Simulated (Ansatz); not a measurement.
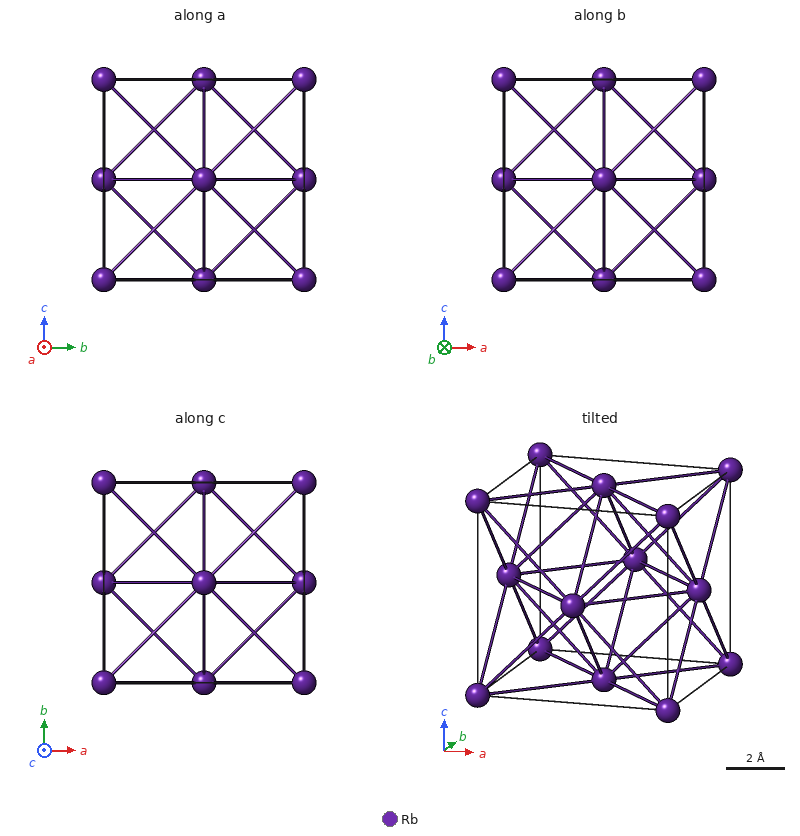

Ball-and-stick representation of a periodic structure, projected along the a axis, along the b axis, along the c axis and slightly off an axis. Atoms at the boundary of the conventional unit cell (the box) are drawn once for each face, edge or corner they touch.

Lattice parameters: a = 7.007 Å, b = 7.007 Å, c = 7.007 Å, α = 90.00°, β = 90.00°, γ = 90.00°. Put a along x and b in the xy plane.

> Give the structure in the form of a POSCAR file.

```
Rb
1.0
     7.007    0.000    0.000
     0.000    7.007    0.000
     0.000    0.000    7.007
Rb
4
Direct
  0.0000 0.0000 0.0000
  0.0000 0.5000 0.5000
  0.5000 0.0000 0.5000
  0.5000 0.5000 0.0000
```

Its origin is a structure type filled with this element by a generator (whether the element takes this form wasn't checked). The cell was then strained or its atoms displaced on purpose. It was run through Ansatz as a DFT input.
